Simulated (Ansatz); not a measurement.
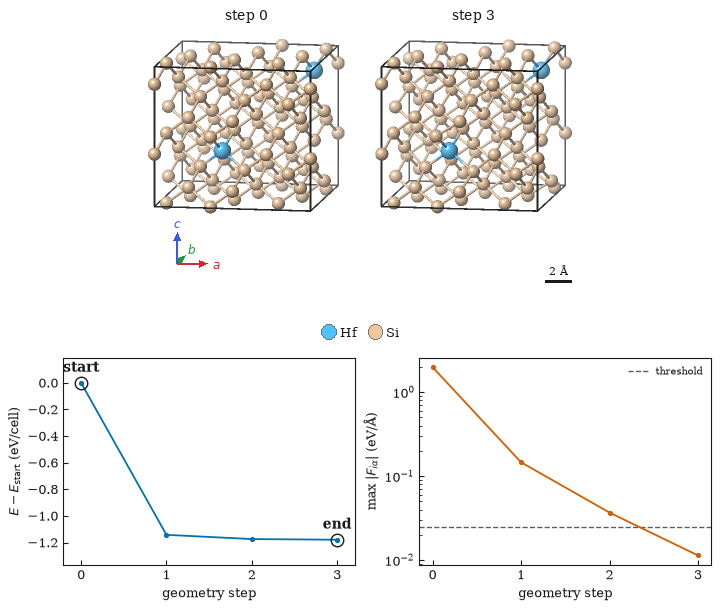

First and last geometry of a relaxation of a defect cell of composition HfSi39 (coarse preliminary run), with the history of the run. The picture is a ball-and-stick view of the conventional cell (2 times the calculation's cell) (origin shifted), seen slightly off an axis. Lengths and directions refer to the drawn axes.

Case: Hf on a Si site (b), charge +0, atoms relaxed at the host's cell.

Method: DFT PBE, scalar-relativistic, plane waves, PAW (Ansatz 0.2.0). (plane-wave cutoff 420 eV; k-point mesh 1 × 1 × 1; occupations gaussian; smearing width 0.01 eV; no spin polarisation; atoms relaxed in a fixed cell; force threshold 0.025 eV/Å; at most 45 steps)

> What do the curves and the structures tell?

It converged. The largest moves, 0.20 Å, are those of Si atoms. Hf stays in place. The cell doesn't change. Near-neighbour distances that change, for instance: Hf–Si 2.369 → 2.570 Å, Si–Si 2.369 → 2.328 Å, Si–Si 2.369 → 2.349 Å, Si–Si 2.369 → 2.377 Å. Among the angles between lasting bonds that change: Si–Si–Si 109.5° → 102.7°, Hf–Si–Si 109.5° → 103.6°, Si–Si–Si 109.5° → 114.8°. After 3 geometry steps the energy has fallen by 1.179 eV per cell of the calculation. The largest force component goes from 2 to 0.011 eV/Å.

| step | E − E(0), meV/atom | largest force component, eV/Å |
| --- | --- | --- |
| 0 | 0.00 | 1.9847 |
| 1 | -28.56 | 0.1462 |
| 2 | -29.35 | 0.0368 |
| 3 | -29.48 | 0.0114 |
